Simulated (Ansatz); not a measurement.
**SiGe₃: density, localisation and related maps**

Input file:

```
crystal:
  lattice:
    - [-2.7200402104, 2.7200402104, 5.4394208969]
    - [2.7200402104, -2.7200402104, 5.4394208969]
    - [2.7200402104, 2.7200402104, -5.4394208969]
  atoms:
    - { symbol: Si, position: [0.0, 0.0, 0.0] }
    - { symbol: Si, position: [0.75, 0.25, 0.5] }
    - { symbol: Ge, position: [0.6338920368, 0.625, 0.5088920368] }
    - { symbol: Ge, position: [0.5, 0.5, 0.0] }
    - { symbol: Ge, position: [0.1161079632, 0.125, 0.4911079632] }
    - { symbol: Ge, position: [0.375, 0.8838920368, 0.0088920368] }
    - { symbol: Ge, position: [0.875, 0.3661079632, 0.9911079632] }
    - { symbol: Ge, position: [0.25, 0.75, 0.5] }
basis:
  ecutwfc: 420
kpoints:
  mp_grid: { grid: [10, 10, 10] }
hamiltonian:
  xc: pbe
scf:
  occupations: { method: gaussian, width: 0.02 }
output:
  forces: true
  stress: true
  eigenvalues: true
  write_density: true
  write_potential: true
  elf: true
  volumetric_format: npy
relax:
  adjacent_minimum: "off"
  f_tol: 0.01
  max_steps: 30
  cell: { stress_tol: 0.1, fix: [volume] }
```

Run with:

```sh
ansatz run input.yaml --threads 1 --pin off --max-ram 2560MiB --backend cpu --events-out ev --progress --plain --runs-dir out
```

Below, planes, directions and counts refer to the conventional cell (a = 5.44 Å, b = 5.44 Å, c = 10.88 Å, α = 90.00°, β = 90.00°, γ = 90.00°).

The fields are those of the relaxed geometry.

Space group I-42d; a generated structure, not necessarily the stable one; changed on purpose from its base cell (volume × 0.88, shape and atoms relaxed); computed pressure about 11 GPa in this cell.

All numbers below come from Ansatz, DFT PBE, scalar-relativistic, plane waves, PAW.

Core electrons are frozen (PAW), and the valence fields are smoothed inside the atomic spheres.

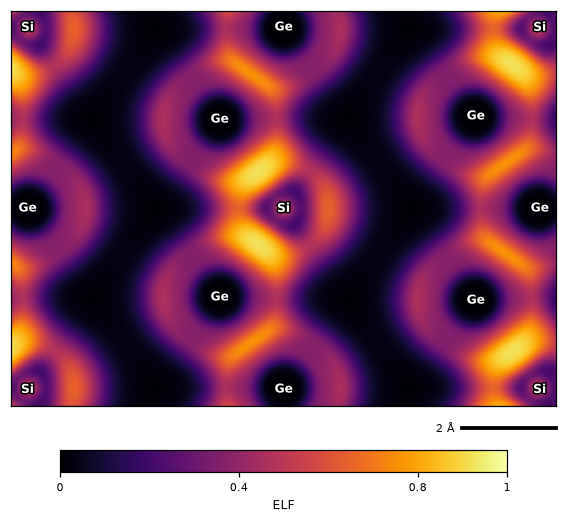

Figure 1. ELF on the (11̄0) plane of the conventional cell.

What do the fields say about this system?

- The section cuts through Si and Ge sites.
- Si–Ge (2.33 Å): the ELF peaks at about 0.95 between the atoms: localised, covalent bonding.
- Ge–Ge (2.38 Å): the ELF peaks at about 0.75 between the atoms, as expected for a shared electron pair.

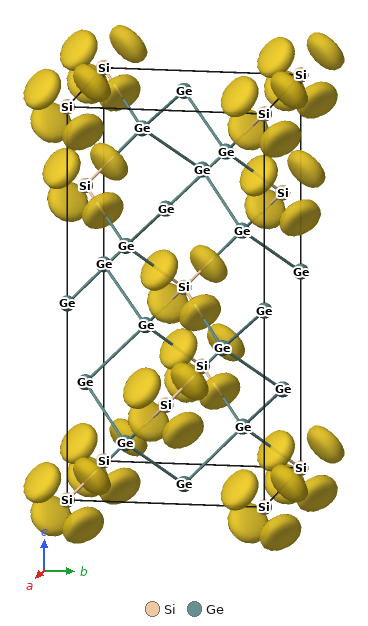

Figure 2. Isosurface of the ELF at 0.8 (yellow), seen slightly off an axis. Core shells and regions of very low density are left out. Sticks mark near contacts.

Where are the electrons localised?

The surface consists of 16 regions between bonded Ge–Si atoms (shared pairs), counted in one cell of 16 atoms. Regions shared between cells count once.

Metal or insulator at this level of theory?

It is gapped, with a Kohn–Sham gap of 0.41 eV on the k-point mesh (the band edges may lie off the mesh, which would make the gap smaller).
